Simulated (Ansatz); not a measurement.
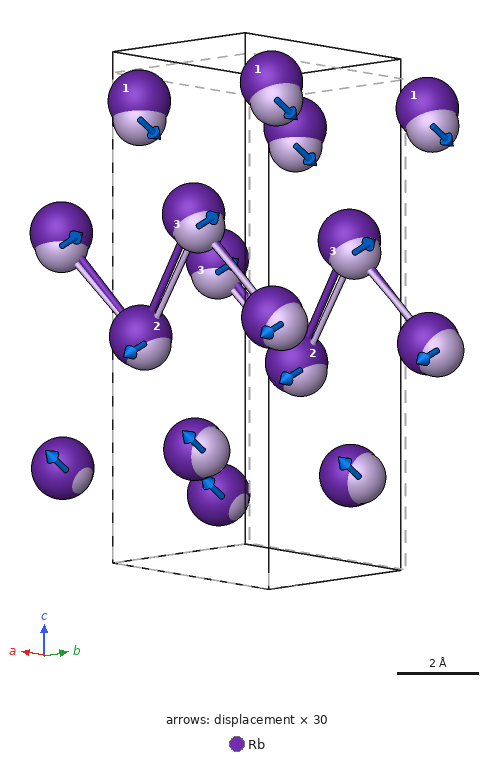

A symmetric starting cell of Rb, drawn pale, and a changed version of it, drawn solid. The blue arrows show how the atoms are displaced (without the part that the change of the cell carries along), magnified 30 times. Besides, the cell is strained by +4.3 % along c, −0.1 % along a, −3.3 % along b (volume +0.7 %). A ball-and-stick model of the cell of the calculation, repeated 2 × 2 × 1 with one cell outlined, seen from a free direction.

The calculation used DFT PBE, scalar-relativistic, plane waves, PAW (Ansatz 0.2.0). (plane-wave cutoff 420 eV; k-point mesh 8 × 10 × 4; occupations gaussian; smearing width 0.1 eV; no spin polarisation)

### Describe the displacements and the computed response.

Atoms are displaced by 0.03 Å relative to the cell. No relaxation follows. The starting cell wasn't computed here and needn't be at equilibrium, so pressure and forces aren't due to the change alone. The pressure is 1.1 GPa (not all of it need come from the change, since the unchanged cell can be under pressure at this level too). The principal stresses (compression positive) are 2.0 GPa along c, 1.8 GPa along b, −0.6 GPa along a. The largest forces, 0.75 eV/Å, act on 4 Rb atoms of the calculation's cell. The forces have little in common with the displacements (cosine 0.27). Some distances before and after: Rb–Rb 3.563 → 3.614 Å. The space group stays Pnma (No. 62).
